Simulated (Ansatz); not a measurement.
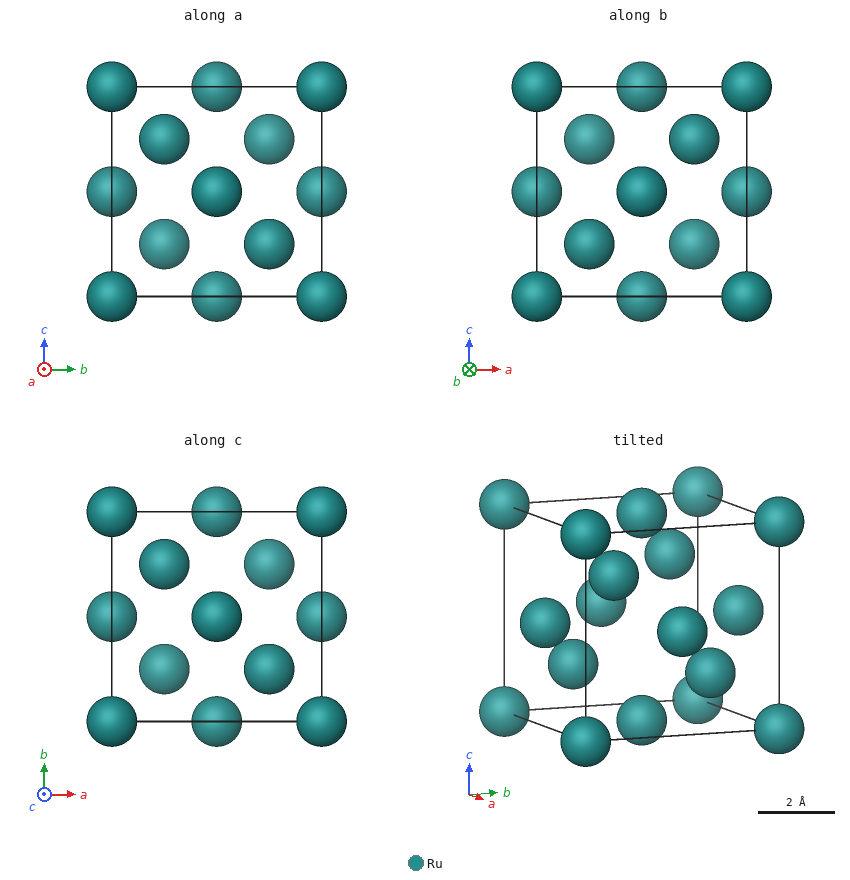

The structure above is drawn in spheres-only style and viewed along the a axis, along the b axis, along the c axis and slightly off an axis. The conventional unit cell is drawn as a box.

Lattice parameters: a = 5.554 Å, b = 5.554 Å, c = 5.554 Å, α = 90.00°, β = 90.00°, γ = 90.00°.

> Convert the drawing into a table of Wyckoff sites.

Space group Fd-3m:1 (No. 227).
```tsv
atom	site	x	y	z
Ru	8a	0.2500	0.7500	0.7500
```

Origin of the cell: a structure type filled with this element by a generator (whether the element takes this form wasn't checked). Earlier steps of the study may have refined or changed the cell and positions. An electronic-structure calculation with Ansatz was run on it.

At this level of theory the cell isn't at rest (stretched, at -11 GPa), so its distances can differ from those at equilibrium, the more so the softer the solid.
